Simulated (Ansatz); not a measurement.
Consider K.

Input

```
crystal:
  lattice:
    - [-2.629099, 2.667612, 2.600073]
    - [2.718687, -2.744484, 2.766534]
    - [2.660078, 2.775463, -2.676946]
  atoms:
    - { symbol: K, position: [-0.003685, -0.00832, 0.007211] }
hamiltonian:
  xc: pbe
  pseudopotentials: { kind: paw }
kpoints:
  mp_grid: { grid: [7, 7, 7] }
scf:
  occupations: { method: fermi_dirac, width: 0.05 }
output:
  forces: true
  stress: true
  eigenvalues: true
  write_density: true
  write_potential: true
  elf: true
  volumetric_format: npy
```

Run with:

```sh
ansatz run input.yaml --threads 1 --pin off --max-ram 2560MiB --backend cpu --events-out ev --progress --plain --runs-dir out
```

Below, planes, directions and counts refer to the conventional cell (a = 4.56 Å, b = 4.68 Å, c = 4.70 Å, α = 110.21°, β = 108.97°, γ = 107.86°).

Space group P-1; a structure from a database of computed crystals, not necessarily the ambient phase; changed on purpose from its base cell (cell strained at random at fixed volume).

Computed with Kohn-Sham DFT of a periodic cell, PBE, Ansatz PAW in Ansatz.

**What can the converged valence pseudo-density and electron localisation function tell about the bonding?**

K–K (4.56 Å): the density is about 0.02 e/Å³ at the midpoint; the ELF is about 0.20 at the midpoint (no localised pair shows between them).

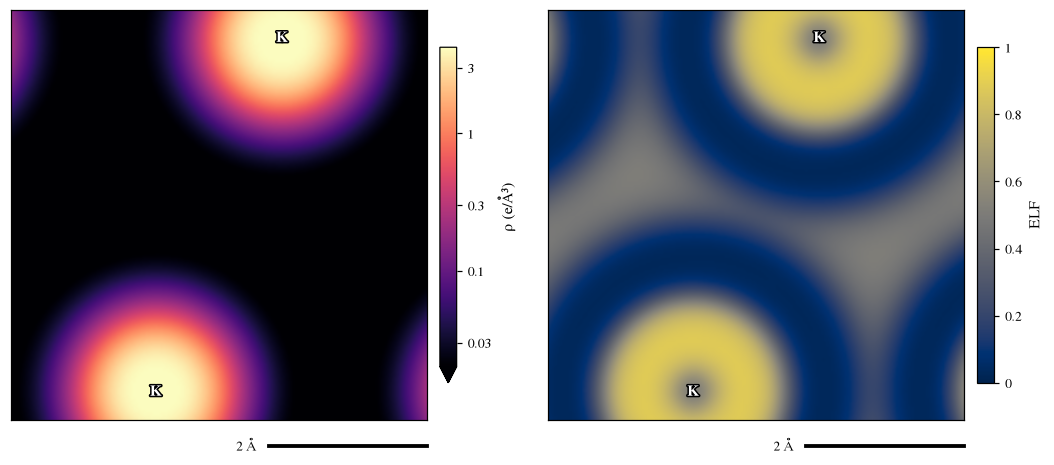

Computed valence pseudo-density and electron localisation function on the (011̄) plane of the conventional cell, in this order. 

The density is the valence pseudo-density of a PAW calculation; it isn't the true density close to the nuclei.
